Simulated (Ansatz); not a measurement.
# twin(10-13) boundary in hcp Ru with Al (substitutional): structure and resistance

Wanted: what the twin(10-13) boundary in hcp Ru with Al (substitutional) costs an interconnect.

Method: Ansatz plane-wave DFT, PBE, PAW files; relaxation of a bicrystal slab with its lowest layers held; PAW set soft_1, in the first sound run; inputs show where later runs differ, in Ansatz 0.2.0.

## 1. Starting point

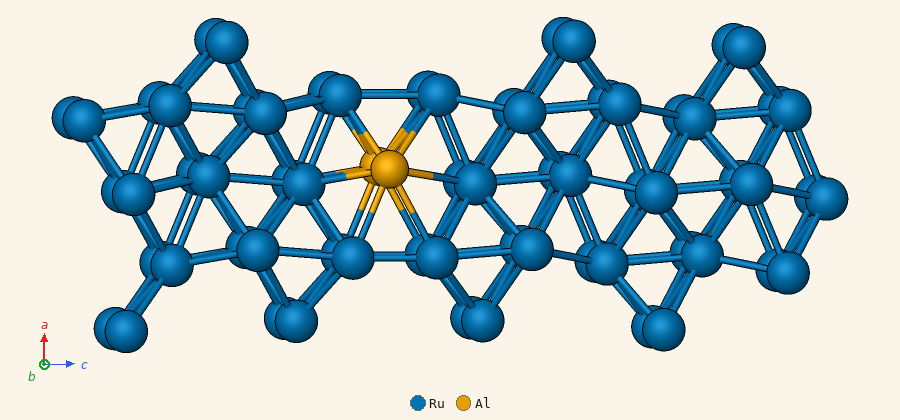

The starting structure, seen from the side, with the c axis across the page (ruthenium blue, aluminium orange). 1×2×1 cells are drawn.

The cell holds 33 atoms: 32 Ru and 1 Al. Its edges and angles: a = 8.342 Å, b = 2.706 Å, c = 31.616 Å, α = 90.0°, β = 90.0°, γ = 80.7°. It derives from Ru. built on the (1 0 3) plane; 1 overlapping atoms removed and the grains opened by 0.3 Å. Vacuum lies along c.

## 2. Relaxing the bicrystal

The boundary is built by mirroring the lower grain in the boundary plane and removing any atoms that overlap; then the Al is put in at the boundary. A thin bicrystal slab is relaxed first, with the lowest layers held and the upper grain free to shift and open.

Contents of input.yaml:

```yaml
crystal:
  lattice:
    - [8.3417110409, 0.0, 0.0]
    - [0.4388400416, 2.669976228, 0.0]
    - [0.0, 0.0, 31.6163062302]
  atoms:
    - { symbol: Ru, position: [0.708785593, 0.1039405368, 0.1581462415] }
    - { symbol: Ru, position: [0.0061764829, 0.955245092, 0.1902757162] }
    - { symbol: Ru, position: [0.4656546609, 0.7255060029, 0.1967016111] }
    - { symbol: Ru, position: [0.7630455507, 0.576810558, 0.2288310859] }
    - { symbol: Ru, position: [0.2225237287, 0.3470714689, 0.2352569808] }
    - { symbol: Ru, position: [0.5199146185, 0.1983760241, 0.2673864555] }
    - { symbol: Ru, position: [0.9793927965, 0.968636935, 0.2738123504] }
    - { symbol: Ru, position: [0.2767836864, 0.8199414902, 0.3059418252] }
    - { symbol: Ru, position: [0.7362618643, 0.5902024011, 0.3123677201] }
    - { symbol: Ru, position: [0.0336527542, 0.4415069563, 0.3444971948] }
    - { symbol: Ru, position: [0.4931309322, 0.2117678672, 0.3509230898] }
    - { symbol: Ru, position: [0.790521822, 0.0630724224, 0.3830525645] }
    - { symbol: Ru, position: [0.25, 0.8333333333, 0.3894784594] }
    - { symbol: Al, position: [0.5473908898, 0.6846378885, 0.4216079341] }
    - { symbol: Ru, position: [0.25, 0.8333333333, 0.4632261833] }
    - { symbol: Ru, position: [0.790521822, 0.0630724224, 0.4696520783] }
    - { symbol: Ru, position: [0.4931309322, 0.2117678672, 0.501781553] }
    - { symbol: Ru, position: [0.0336527542, 0.4415069563, 0.5082074479] }
    - { symbol: Ru, position: [0.7362618643, 0.5902024011, 0.5403369226] }
    - { symbol: Ru, position: [0.2767836864, 0.8199414902, 0.5467628176] }
    - { symbol: Ru, position: [0.9793927965, 0.968636935, 0.5788922923] }
    - { symbol: Ru, position: [0.5199146185, 0.1983760241, 0.5853181872] }
    - { symbol: Ru, position: [0.2225237287, 0.3470714689, 0.6174476619] }
    - { symbol: Ru, position: [0.7630455507, 0.576810558, 0.6238735569] }
    - { symbol: Ru, position: [0.4656546609, 0.7255060029, 0.6560030316] }
    - { symbol: Ru, position: [0.0061764829, 0.955245092, 0.6624289265] }
    - { symbol: Ru, position: [0.708785593, 0.1039405368, 0.6945584013] }
    - { symbol: Ru, position: [0.2493074151, 0.3336796259, 0.7009842962] }
    - { symbol: Ru, position: [0.9519165252, 0.4823750707, 0.7331137709] }
    - { symbol: Ru, position: [0.4924383472, 0.7121141598, 0.7395396658] }
    - { symbol: Ru, position: [0.1950474574, 0.8608096046, 0.7716691406] }
    - { symbol: Ru, position: [0.7355692794, 0.0905486937, 0.7780950355] }
    - { symbol: Ru, position: [0.4381783896, 0.2392441385, 0.8102245102] }
kpoints:
  mp_grid: { grid: [3, 9, 1] }
hamiltonian:
  xc: pbe
  pseudopotentials: { kind: paw, azcp: { folder: soft_1 } }
scf:
  occupations: { method: fermi_dirac, width: 0.1 }
relax:
  f_tol: 0.03
  max_steps: 80
  constraints: [{ sites: [0, 1, 2, 3, 4, 5] }]
```

The run is started by

```bash
$ ansatz run input.yaml --threads 4 --pin off --max-ram 15360MiB --backend cpu --events-out ev --progress --plain --runs-dir out
```

Numbers of over 12 decimals in the logs are rounded to 6 here.

The program printed:

```text
Warning: crystal.symmetry: narrowed to the stabiliser of the k-point mesh — unitary ops 2 → 1; excluded 1 operation that carries a point of the 3×9×1 mesh (shift [0, 0, 0]) off the mesh (the run samples exactly the mesh kpoints.mp_grid names, as under crystal.symmetry.detect: false, and its converged state has the mesh's symmetry, not the crystal's; ε∞, the Born charges and the force constants of a linear response (`dielectric:` by the response, `phonons.method: dfpt`) are averaged over those of the crystal's operations that the state keeps within a tolerance, where `mesh_tensors`, `unaveraged_element` or `gamma_mean_max_change_ev_ang2` stands beside them; [rest of the remark cut]
Engine: ansatz 0.2.0, aarch64-unknown-linux-gnu
Pseudopotentials: kind: paw
Pseudopotential: Ru, paw, valence charge 16, recommended cutoff 420 eV (normal), soft_1/Ru.paw.azcp
Pseudopotential: Al, paw, valence charge 3, recommended cutoff 420 eV (normal), soft_1/Al.paw.azcp
Functional definition: PBE
  parameter kappa = 0.804
  parameter beta = 0.066725
  exchange = pbe_x(kappa = kappa, mu = beta*pi^2/3)
  correlation = pbe_c(beta = beta)
Crystal: 33 atoms, lattice volume = 704.164 Å³
Basis set: ecut = 420 eV, 13839 PW (Γ), exchange–correlation on 120×40×432 points (8 copies of the dense FFT grid, shifted against one another)
Bands: 309, of which v1, the nominal top of the filled ones, is band 258 counted from 1 (257 counted from 0)
Symmetry: 1 space group operations
k-points: 14 of 27 (time reversal used)
Non-local potential: Ru, projectors of the file, l = 0: 3, l = 1: 2, l = 2: 2, l = 3: 1
Non-local potential: Al, projectors of the file, l = 0: 2, l = 1: 2, l = 2: 1
PAW form: soft (Blöchl's): semilocal exchange-correlation on the pseudo side does not see the compensation charge
PAW one-centre angular grid: Ru, 590 points (default); XC on 64 Gauss nodes
PAW one-centre angular grid: Al, 110 points (default); XC on 64 Gauss nodes
Initial density: superposition of atomic densities (neutral atoms: chi_scale 0, normalization atom)
Initial wavefunctions: pseudopotential atomic-orbital guess
Functional: x = pbe(κ = 0.804, μ = 0.219515), c = pbe(β = 0.066725)
SCF iter   1: F=—  HF=-188667.547171 eV  |F-HF|=—  |Δ(HF+E_count)|=         —  Δρ=9.44e-2  dr2=2.07e2  ethr=3.10e-3  ⟨swp⟩=7.4  Hψ=16817  notcnv=0  defer=10
preconditioner: auto → LDOS  [metal: Δε(μ)=0.002 eV  Ē_g=4.911 eV  σ=0.100 eV  W_gap=0.01  n_scr=192 (ndim 8)  ℏωp=22.5 eV  f_vac=0.299  D(μ)=30.54/eV (n_scr^D=266)  β→1.0]
SCF iter   2: F=—  HF=-188670.063271 eV  |F-HF|=—  |Δ(HF+E_count)|=    2.52e0  Δρ=9.93e-2  dr2=1.10e2  ethr=3.10e-3  ⟨swp⟩=4.0  Hψ=11958  notcnv=0  defer=23
SCF iter   3: F=—  HF=-188646.618304 eV  |F-HF|=—  |Δ(HF+E_count)|=    2.34e1  Δρ=6.77e-3  dr2=6.38e-1  ethr=3.10e-3  ⟨swp⟩=3.0  Hψ=10280  notcnv=0  defer=38
SCF iter   4: F=—  HF=-188646.518930 eV  |F-HF|=—  |Δ(HF+E_count)|=   9.94e-2  Δρ=3.29e-3  dr2=1.53e-1  ethr=1.24e-4  ⟨swp⟩=3.3  Hψ=9795  notcnv=0  defer=38
SCF iter   5: F=—  HF=-188646.489222 eV  |F-HF|=—  |Δ(HF+E_count)|=   2.97e-2  Δρ=1.09e-3  dr2=2.50e-2  ethr=2.98e-5  ⟨swp⟩=2.1  Hψ=6678  notcnv=0  defer=38
SCF iter   6: F=—  HF=-188646.490341 eV  |F-HF|=—  |Δ(HF+E_count)|=   1.12e-3  Δρ=4.47e-4  dr2=2.52e-3  ethr=4.86e-6  ⟨swp⟩=2.2  Hψ=6215  notcnv=0  defer=38
SCF iter   7: F=—  HF=-188646.491879 eV  |F-HF|=—  |Δ(HF+E_count)|=   1.54e-3  Δρ=1.48e-4  dr2=1.03e-3  ethr=4.89e-7  ⟨swp⟩=2.5  Hψ=6753  notcnv=0  defer=38
SCF iter   8: F=—  HF=-188646.491855 eV  |F-HF|=—  |Δ(HF+E_count)|=   2.37e-5  Δρ=6.59e-5  dr2=1.06e-4  ethr=2.00e-7  ⟨swp⟩=2.1  Hψ=6244  notcnv=0  defer=38
SCF iter   9: F=—  HF=-188646.491872 eV  |F-HF|=—  |Δ(HF+E_count)|=   1.67e-5  Δρ=3.22e-5  dr2=2.26e-5  ethr=2.05e-8  ⟨swp⟩=2.1  Hψ=6301  notcnv=0  defer=38
SCF iter  10: F=-188646.491869 eV  HF=-188646.491870 eV  |F-HF|=1.58e-6  |Δ(HF+E_count)|=   1.16e-6  Δρ=1.16e-5  dr2=2.53e-6  ethr=4.37e-9  ⟨swp⟩=4.6  Hψ=12474  notcnv=0
SCF 1 converged in 10 iterations: F = -188646.491869 eV  dr2 = 2.53e-6
  greatest PAW one-centre occupation: 1.000 electrons in one spin orbital (limit 2), on the Ru atom at site 18 (counted from 0), in its partial waves of l = 0
relax step   1: F+E_penalty+E_count = -188646.49186888 eV  Δ(F+E_penalty+E_count) = +0.000e0 eV  max|allowed force component| = 1.097e0 eV/Å  Δτ_max = 0.0000 Å  (10 SCF iters, dr2 threshold 2.25e-5 eV, accepted)
Initial density: handed on by an earlier stage of this run
Initial wavefunctions: those handed on with the density
iter 1 solved again at ethr=1.77e-3 eV; its pass at ethr=3.10e-3 eV (dr2=9.14e0 eV) is discarded
SCF iter   1: F=—  HF=-188647.245598 eV  |F-HF|=—  |Δ(HF+E_count)|=         —  Δρ=1.53e-2  dr2=9.21e0  ethr=1.77e-3  ⟨swp⟩=1.0  Hψ=14990  notcnv=0  defer=20
preconditioner: auto → LDOS  [metal: Δε(μ)=0.011 eV  Ē_g=4.524 eV  σ=0.100 eV  W_gap=0.03  n_scr=192 (ndim 8)  ℏωp=22.5 eV  f_vac=0.305  D(μ)=33.31/eV (n_scr^D=294)  β→1.0]
SCF iter   2: F=—  HF=-188647.055973 eV  |F-HF|=—  |Δ(HF+E_count)|=   1.90e-1  Δρ=6.45e-3  dr2=5.00e-1  ethr=1.77e-3  ⟨swp⟩=2.1  Hψ=4815  notcnv=0  defer=20
SCF iter   3: F=—  HF=-188646.991931 eV  |F-HF|=—  |Δ(HF+E_count)|=   6.40e-2  Δρ=3.78e-3  dr2=1.71e-1  ethr=9.72e-5  ⟨swp⟩=3.0  Hψ=10177  notcnv=0  defer=34
SCF iter   4: F=—  HF=-188646.948545 eV  |F-HF|=—  |Δ(HF+E_count)|=   4.34e-2  Δρ=6.57e-4  dr2=4.37e-3  ethr=3.31e-5  ⟨swp⟩=2.0  Hψ=6477  notcnv=0  defer=34
SCF iter   5: F=—  HF=-188646.948655 eV  |F-HF|=—  |Δ(HF+E_count)|=   1.10e-4  Δρ=1.49e-4  dr2=2.58e-4  ethr=8.48e-7  ⟨swp⟩=3.6  Hψ=9392  notcnv=0  defer=35
SCF iter   6: F=-188646.948697 eV  HF=-188646.948695 eV  |F-HF|=1.81e-6  |Δ(HF+E_count)|=   3.97e-5  Δρ=6.12e-5  dr2=3.94e-5  ethr=1.46e-8  ⟨swp⟩=3.0  Hψ=16782  notcnv=0
SCF 2 converged in 6 iterations: F = -188646.948697 eV  dr2 = 3.94e-5
  greatest PAW one-centre occupation: 1.000 electrons in one spin orbital (limit 2), on the Ru atom at site 29 (counted from 0), in its partial waves of l = 0
relax step   2: F+E_penalty+E_count = -188646.94869675 eV  Δ(F+E_penalty+E_count) = -4.568e-1 eV  max|allowed force component| = 8.963e-1 eV/Å  Δτ_max = 0.1929 Å  (6 SCF iters, dr2 threshold 7.52e-5 eV, accepted)
iter 1 solved again at ethr=7.36e-4 eV; its pass at ethr=3.10e-3 eV (dr2=3.79e0 eV) is discarded
SCF iter   1: F=—  HF=-188647.204999 eV  |F-HF|=—  |Δ(HF+E_count)|=         —  Δρ=9.55e-3  dr2=3.75e0  ethr=7.36e-4  ⟨swp⟩=1.4  Hψ=14536  notcnv=0  defer=35
preconditioner: auto → LDOS  [metal: Δε(μ)=0.008 eV  Ē_g=4.535 eV  σ=0.100 eV  W_gap=0.02  n_scr=192 (ndim 8)  ℏωp=22.5 eV  f_vac=0.307  D(μ)=33.41/eV (n_scr^D=294)  β→1.0]
SCF iter   2: F=—  HF=-188647.128971 eV  |F-HF|=—  |Δ(HF+E_count)|=   7.60e-2  Δρ=4.69e-3  dr2=2.54e-1  ethr=7.29e-4  ⟨swp⟩=2.6  Hψ=6118  notcnv=0  defer=35
SCF iter   3: F=—  HF=-188647.096481 eV  |F-HF|=—  |Δ(HF+E_count)|=   3.25e-2  Δρ=3.02e-3  dr2=1.01e-1  ethr=4.94e-5  ⟨swp⟩=3.0  Hψ=9879  notcnv=0  defer=35
SCF iter   4: F=—  HF=-188647.074903 eV  |F-HF|=—  |Δ(HF+E_count)|=   2.16e-2  Δρ=2.97e-4  dr2=1.12e-3  ethr=1.96e-5  ⟨swp⟩=2.1  Hψ=7495  notcnv=0  defer=35
SCF iter   5: F=—  HF=-188647.075636 eV  |F-HF|=—  |Δ(HF+E_count)|=   7.33e-4  Δρ=8.72e-5  dr2=7.35e-5  ethr=2.18e-7  ⟨swp⟩=3.0  Hψ=9498  notcnv=0  defer=35
SCF iter   6: F=-188647.075656 eV  HF=-188647.075653 eV  |F-HF|=3.01e-6  |Δ(HF+E_count)|=   1.72e-5  Δρ=3.08e-5  dr2=8.67e-6  ethr=9.75e-9  ⟨swp⟩=4.9  Hψ=14376  notcnv=0
SCF 3 converged in 6 iterations: F = -188647.075656 eV  dr2 = 8.67e-6
relax step   3: F+E_penalty+E_count = -188647.07565614 eV  Δ(F+E_penalty+E_count) = -1.270e-1 eV  max|allowed force component| = 1.451e-1 eV/Å  Δτ_max = 0.1107 Å  (6 SCF iters, dr2 threshold 5.02e-5 eV, accepted)
[...]
relax step   4: F+E_penalty+E_count = -188647.08089561 eV  Δ(F+E_penalty+E_count) = -5.239e-3 eV  max|allowed force component| = 6.849e-2 eV/Å  Δτ_max = 0.0125 Å  (5 SCF iters, dr2 threshold 1.32e-6 eV, accepted)
SCF iter   1: F=—  HF=-188647.081197 eV  |F-HF|=—  |Δ(HF+E_count)|=         —  Δρ=6.08e-4  dr2=1.23e-2  ethr=7.84e-6  ⟨swp⟩=2.1  Hψ=7596  notcnv=0  defer=35
preconditioner: auto → LDOS  [metal: Δε(μ)=0.010 eV  Ē_g=4.533 eV  σ=0.100 eV  W_gap=0.02  n_scr=192 (ndim 8)  ℏωp=22.5 eV  f_vac=0.307  D(μ)=33.54/eV (n_scr^D=294)  β→1.0]
SCF iter   2: F=—  HF=-188647.080925 eV  |F-HF|=—  |Δ(HF+E_count)|=   2.72e-4  Δρ=2.70e-4  dr2=7.08e-4  ethr=2.38e-6  ⟨swp⟩=1.9  Hψ=5654  notcnv=0  defer=35
SCF iter   3: F=—  HF=-188647.080826 eV  |F-HF|=—  |Δ(HF+E_count)|=   9.82e-5  Δρ=1.66e-4  dr2=2.58e-4  ethr=1.37e-7  ⟨swp⟩=3.0  Hψ=9388  notcnv=0  defer=35
SCF iter   4: F=—  HF=-188647.080754 eV  |F-HF|=—  |Δ(HF+E_count)|=   7.27e-5  Δρ=6.71e-5  dr2=3.60e-5  ethr=5.01e-8  ⟨swp⟩=2.1  Hψ=6392  notcnv=0  defer=35
SCF iter   5: F=—  HF=-188647.081783 eV  |F-HF|=—  |Δ(HF+E_count)|=   1.03e-3  Δρ=1.50e-5  dr2=2.14e-6  ethr=6.99e-9  ⟨swp⟩=2.0  Hψ=6764  notcnv=0  defer=35
SCF iter   6: F=—  HF=-188647.081783 eV  |F-HF|=—  |Δ(HF+E_count)|=   4.04e-7  Δρ=3.98e-6  dr2=1.62e-7  ethr=4.15e-10  ⟨swp⟩=2.6  Hψ=9218  notcnv=0  defer=35
SCF iter   7: F=-188647.081783 eV  HF=-188647.081783 eV  |F-HF|=1.14e-9  |Δ(HF+E_count)|=   1.27e-8  Δρ=1.07e-6  dr2=1.42e-8  ethr=1.94e-11  ⟨swp⟩=5.0  Hψ=14867  notcnv=0
SCF 5 converged in 7 iterations: F = -188647.081783 eV  dr2 = 1.42e-8
relax step   5: F+E_penalty+E_count = -188647.08178277 eV  Δ(F+E_penalty+E_count) = -8.872e-4 eV  max|allowed force component| = 1.821e-2 eV/Å  Δτ_max = 0.0091 Å  (7 SCF iters, accepted)
SCF converged after 7 iterations
Free energy (F): -188647.081783 eV
Harris-Foulkes:  -188647.081783 eV  (|F-HF|=1.14e-9)
Internal energy: -188645.974003 eV  (E = F + TS)
E sigma→0 (E₀):  -188646.527893 eV
Entropy (-TS):   -1.107780 eV (-33.569 meV/atom)
Fermi energy:    12.932922 eV
--- Per-component energies (eV) ---
  E_band       = -7029.091490
  E_kinetic    = 14721.935917
  E_local      = -663425.877837  (includes V_loc(G=0)·N_el)
  E_nonlocal   = 13236.367135
  E_hartree    = 322244.861475
  E_xc         = -5460.246877
  E_vxc        = -6884.500211  (∫ρ·V_xc dr)
  E_paw        = -112524.313333  (= ΣΔE_a)
  E_vpaw       = -9166.772834  (= ΣTr[D̂ρ^β])
  E_aug_tail   = 0.020353  (compensation charges beyond the density's cutoff)
  E_ewald      = 242561.279165
  E_smearing   = -1.107780  (= −TS)
  E_closure    = -0.000000  (closes the sum)
  Σ components = -188647.081783   (vs F -188647.081783, Δ=0.00e0)
--- Forces (eV/Å), atoms counted from 1 ---
  atom   1  Ru    -0.15410684     0.02924071     0.98810621
  atom   2  Ru    -0.48730926     0.07615038     0.63730967
  atom   3  Ru     0.60702961    -0.10105976     0.45242883
  atom   4  Ru     0.03108500    -0.00314035    -0.75398145
  atom   5  Ru     0.29106902    -0.04907633    -0.83618323
  atom   6  Ru    -0.28732693     0.04826507    -0.49121093
  atom   7  Ru     0.00165755    -0.00027494     0.00366694
  atom   8  Ru    -0.00383987     0.00063797    -0.00201742
  atom   9  Ru     0.00164886    -0.00024382     0.00335877
  atom  10  Ru     0.00555235    -0.00087817    -0.01017225
  atom  11  Ru     0.00063179    -0.00002146     0.00105837
  atom  12  Ru    -0.00626077     0.00115207     0.00513442
  atom  13  Ru     0.00008409     0.00010136     0.00895888
  atom  14  Al     0.00411699    -0.00069367    -0.00322552
  atom  15  Ru    -0.00082256    -0.00011882    -0.01013388
  atom  16  Ru    -0.00733042     0.00102326    -0.00160620
  atom  17  Ru     0.00091065    -0.00019649     0.00202521
  atom  18  Ru     0.00258567    -0.00042570     0.00717765
  atom  19  Ru     0.00047060    -0.00006524    -0.00732001
  atom  20  Ru    -0.00051129     0.00002726    -0.00316877
  atom  21  Ru     0.00577808    -0.00092740     0.00198532
  atom  22  Ru    -0.00151949     0.00011068    -0.00111525
  atom  23  Ru    -0.00628909     0.00100458    -0.00013520
  atom  24  Ru    -0.00219906     0.00042235    -0.00383127
  atom  25  Ru     0.00316975    -0.00054439     0.00307839
  atom  26  Ru     0.00459080    -0.00097361     0.00022275
  atom  27  Ru    -0.00073840     0.00015468     0.00690407
  atom  28  Ru    -0.00242708     0.00052559    -0.00443529
  atom  29  Ru    -0.00131053     0.00028907     0.00724366
  atom  30  Ru     0.00686091    -0.00124417     0.01821348
  atom  31  Ru     0.00891414    -0.00161786     0.00145691
  atom  32  Ru    -0.00202193     0.00027276    -0.00849134
  atom  33  Ru    -0.01218276     0.00211752    -0.01141204
  max |Σ_I F_I| component: 1.11e-4 eV/Å
--- Relaxed structure (5 steps of the walk, 5 accepted, 0 SCFs on fresh bases) ---
  F+E_penalty+E_count = -188647.08178277 eV   max|allowed force component| = 1.821e-2 eV/Å
  atoms:
    - { symbol: Ru, position: [0.708786, 0.103941, 0.158146] }
    - { symbol: Ru, position: [0.00617648, 0.955245, 0.1902757162] }
    - { symbol: Ru, position: [0.4656546609, 0.725506, 0.196702] }
    - { symbol: Ru, position: [0.763046, 0.576811, 0.228831] }
    - { symbol: Ru, position: [0.222524, 0.347071, 0.235257] }
    - { symbol: Ru, position: [0.5199146185, 0.198376, 0.267386] }
    - { symbol: Ru, position: [0.977709, 0.969416, 0.273037] }
    - { symbol: Ru, position: [0.276100, 0.820277, 0.305145] }
    - { symbol: Ru, position: [0.732131, 0.592485, 0.313761] }
    - { symbol: Ru, position: [0.025216, 0.445564, 0.344558] }
    - { symbol: Ru, position: [0.486518, 0.214808, 0.351728] }
    - { symbol: Ru, position: [0.798409, 0.059039, 0.384846] }
    - { symbol: Ru, position: [0.240852, 0.837838, 0.387979] }
    - { symbol: Al, position: [0.548004, 0.683965, 0.423715] }
    - { symbol: Ru, position: [0.242024, 0.836806, 0.460132] }
    - { symbol: Ru, position: [0.796093, 0.059727, 0.463246] }
    - { symbol: Ru, position: [0.486363, 0.214625, 0.496167] }
    - { symbol: Ru, position: [0.024912, 0.445437, 0.502974] }
    - { symbol: Ru, position: [0.732559, 0.591748, 0.534306] }
    - { symbol: Ru, position: [0.276389, 0.819606, 0.543218] }
    - { symbol: Ru, position: [0.978671, 0.968738, 0.573702] }
    - { symbol: Ru, position: [0.518420, 0.198892, 0.581035] }
    - { symbol: Ru, position: [0.219194, 0.348188, 0.613582] }
    - { symbol: Ru, position: [0.763037, 0.576638, 0.618798] }
    - { symbol: Ru, position: [0.465552, 0.725422, 0.652022] }
    - { symbol: Ru, position: [0.00624966, 0.954893, 0.658686] }
    - { symbol: Ru, position: [0.708401, 0.103931, 0.690328] }
    - { symbol: Ru, position: [0.247072, 0.334629, 0.697225] }
    - { symbol: Ru, position: [0.953247, 0.481322, 0.731481] }
    - { symbol: Ru, position: [0.494180, 0.711204, 0.736399] }
    - { symbol: Ru, position: [0.201371, 0.857252, 0.766130] }
    - { symbol: Ru, position: [0.732782, 0.091625, 0.771299] }
    - { symbol: Ru, position: [0.433585, 0.241758, 0.803233] }
```

Run time: 12 min. Hardware: 4 threads of Arm Neoverse V1, shared host; peak memory 4.9 GiB; 47 min of CPU time.

(Part 1 of 2 ends here.)

[Logs are printed without paths, hosts, clocks, repeated set-up lines and the standing remarks that a program may print on its own settings, such as how far it seeks lower states.]

[Hosts, paths, dates, database ids (printed as entryN), source tags and the programs' standing remarks are cut or masked in the printed files.]
